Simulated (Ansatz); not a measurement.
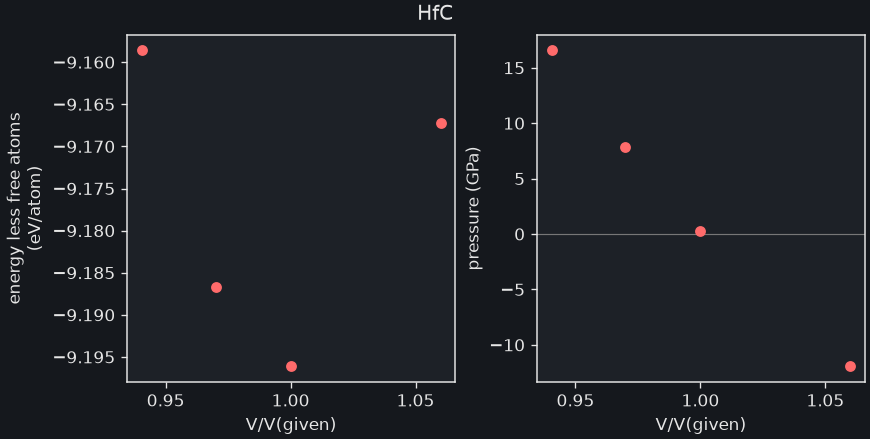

The picture above shows the energy less free atoms and pressure against V/V(given) for HfC, space group Fm-3m (No. 225).

The given structure:
```yaml
crystal:
  lattice:
    - [0.00000, 2.32500, 2.32500]
    - [2.32500, 0.00000, 2.32500]
    - [2.32500, 2.32500, 0.00000]
  atoms:
    - { symbol: Hf, position: [0.50000, 0.50000, 0.50000] }
    - { symbol: C, position: [0.00000, 0.00000, 0.00000] }
```

Method: periodic Kohn-Sham DFT of a crystal at fixed atoms, scaled to the stated factor times the given cell; pressure positive in compression, energy less spherical unpolarised free atoms (Ansatz 0.2.0). Level: PBE.

- method: all-electron LAPW
- relativity: scalar
- k mesh: 12×12×12
- occupations: Fermi–Dirac
- smearing width: 0.05 eV
- basis error target: 0.25 (meV/atom)
- nucleus: Gaussian

V(given) is 12.57 Å³/atom.

The point at V/V(given) 1.030 is left out of the plot. What does the calculation give there?

| V/V(given) | energy less free atoms (eV/atom) | pressure (GPa) |
| --- | --- | --- |
| 1.030 | −9.1888 | −6.3 |

Keep in mind: no spin-orbit coupling on heavy atoms.
